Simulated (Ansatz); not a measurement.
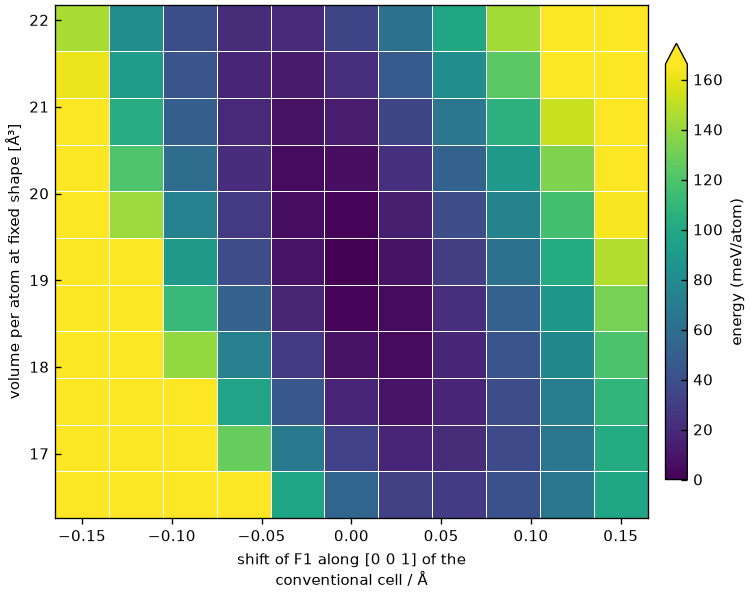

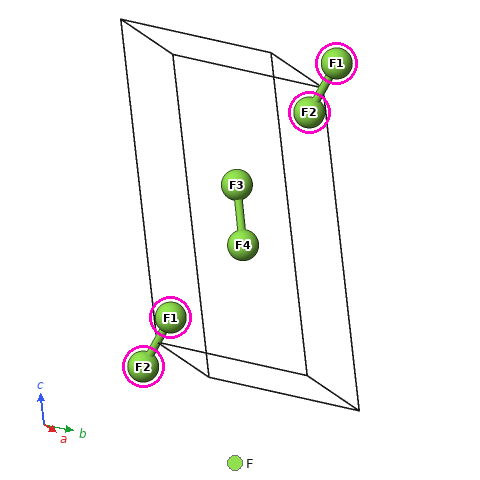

Energy landscape of F (C2/m, No. 12; 4 atoms in the cell). The energy is mapped over a free internal coordinate and the cell. Coordinates scanned: (1) shift of F1 along [0 0 1] of the conventional cell, Cartesian (−0.31 0 0.95), its symmetry partners moved as symmetry demands (measured in the relaxed cell); (2) volume per atom at fixed shape. Nothing is relaxed (all other coordinates fixed). The scan uses an 11 × 11 grid. Points are written as (first, second). Energies: meV/atom, counted from the lowest grid point. The cutoff or the k-mesh is coarse on purpose, so the values aren't converged. Computed with DFT PBEsol, scalar-relativistic, plane waves, PAW in Ansatz 0.2.0. Settings: cutoff 520 eV, k-mesh 4×4×2 in the order of the run's cell vectors, gaussian smearing 0.05 eV, no spin polarisation.

In the figure: one coloured cell a grid point, one colour for all values above the top of the scale. The second picture is the structure at the lowest point

**What does the map say about the system?**

The lowest grid point is at (0.00 Å, 19.22 Å³). The highest grid point, (−0.15 Å, 16.53 Å³), lies 550 meV/atom above the lowest. The gap on the k-mesh is 3.1 eV at the lowest point and runs from 0.9 to 4.0 eV over the map.

Grid values (meV/atom):

```csv
"second ↓, first →",−0.15,−0.12,−0.09,−0.06,−0.03,0.00,0.03,0.06,0.09,0.12,0.15
21.91,144,81,40,20,19,34,61,99,143,193,245
21.37,161,90,43,18,12,23,47,81,124,172,223
20.83,182,103,50,18,7,13,34,66,106,152,202
20.29,206,120,59,21,5,6,23,52,89,134,183
19.75,236,141,72,28,5,2,14,39,75,117,164
19.22,270,167,90,38,9,0,8,29,62,102,147
18.68,311,198,112,52,17,2,5,22,51,88,132
18.14,358,235,140,72,29,7,5,18,43,78,119
17.60,413,278,173,96,45,17,9,17,38,70,109
17.06,477,330,214,127,68,32,18,21,38,66,102
16.53,550,390,262,166,97,54,32,29,41,65,98
```

Each point was launched as `ansatz run input.yaml --threads 1 --pin off --max-ram 2048MiB --backend cpu --events-out ev --progress --plain --runs-dir out`. Time for the 121 points that were run: 2.3 min on 1 thread of Intel(R) Xeon(R) CPU @ 2.80GHz (Skylake/Cascade Lake) (shared host).
